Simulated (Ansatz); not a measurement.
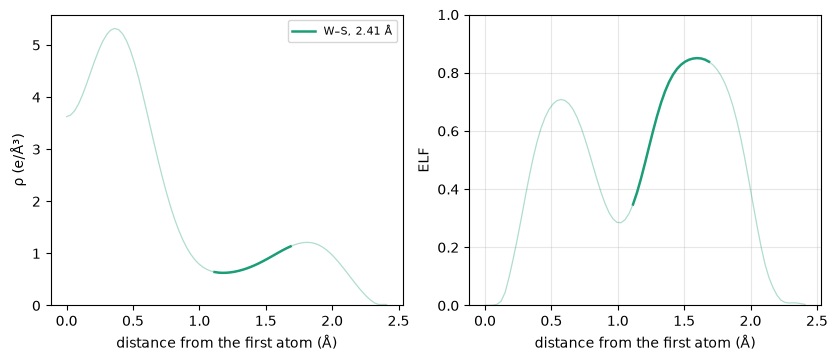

*WS3 (slab). Valence pseudo-density and electron localisation function along straight lines between neighbouring atoms. Thin, pale parts lie inside the atomic spheres.*

Theory: Kohn-Sham DFT of a periodic cell, PBE, Ansatz PAW in Ansatz.

Core electrons are frozen (PAW), and the valence fields are smoothed inside the atomic spheres.

> What can be read from the curves?

W–S (2.41 Å): the density is about 0.63 e/Å³ at the midpoint; the ELF peaks at about 0.85 in the valence shell of S, 0.8 Å from its nucleus, and is about 0.50 at the midpoint.
